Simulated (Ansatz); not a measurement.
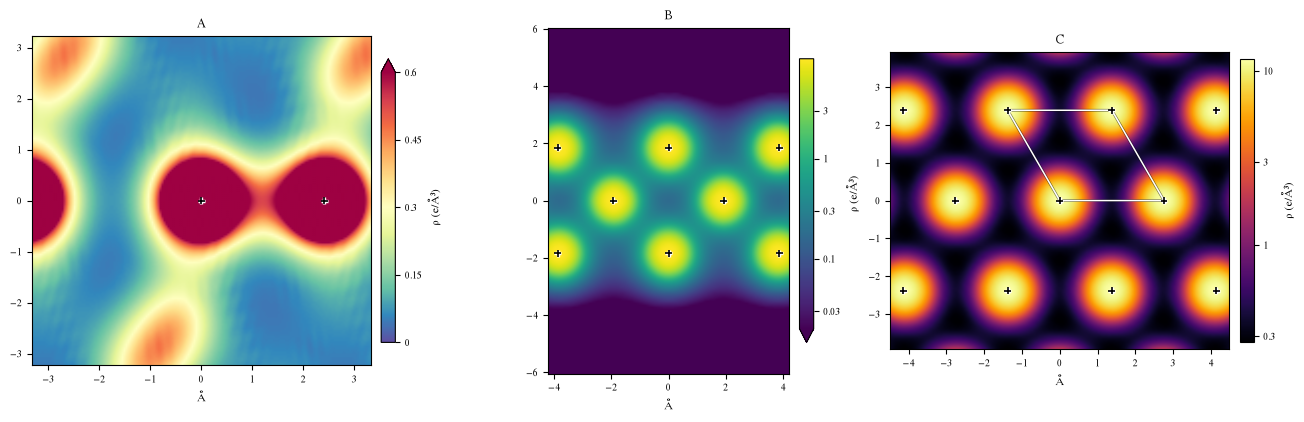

The valence charge density (pseudo) of 3 systems, each on a plane through atoms (crosses mark nuclei in the plane).

The calculation used DFT PBE, scalar-relativistic, plane waves, PAW in Ansatz.

System 1: Ir (slab), the (110) plane of the calculation cell, a cut from vacuum to vacuum. Computed without spin polarisation; PAW files of the earlier set (soft_1).

```
Ir
1.0
     2.73676    0.00000    0.00000
     0.00000    2.73676    0.00000
     0.00000    0.00000   19.18834
Ir
3
Cartesian
  1.3684 1.3684 4.0000
  0.0000 0.0000 5.8442
  1.3684 1.3684 7.6884
```

System 2: Ge, the (001) plane of the conventional cell. Space group P-1; a structure from a database of computed crystals, not necessarily the ambient phase; changed on purpose from its base cell (engineering shear strain xz -0.0533, engineering shear strain yz -0.0267); not relaxed (largest force 0.5 eV/Å); PAW files of the earlier set (soft_1).

System 3: Pt, the (001) plane of the calculation cell. Space group P2₁/m; a structure from a database of computed crystals, not necessarily the ambient phase; PAW files of the earlier set (soft_1).

```xyz
4
Lattice="2.7585 0.0000 0.0000 -1.3793 2.3890 0.0000 0.0000 0.0000 9.5613" Properties=species:S:1:pos:R:3 pbc="T T T"
Pt    1.2546    0.7963    3.5855
Pt    1.2546    0.7963    8.3662
Pt    0.1247    1.5926    1.1952
Pt    0.1247    1.5926    5.9758
```

Q: Which map belongs to which system?

A: Panel A is system 2, Ge: the plane holds Ge. Ge–Ge (2.41 Å): ρ is about 0.53 e/Å³ halfway. Panel B is system 1, Ir: the plane holds Ir. Ir–Ir (2.67 Å): ρ is about 0.48 e/Å³ halfway. Panel C is system 3, Pt: the plane holds Pt. Pt–Pt (2.76 Å): ρ is about 0.38 e/Å³ halfway.
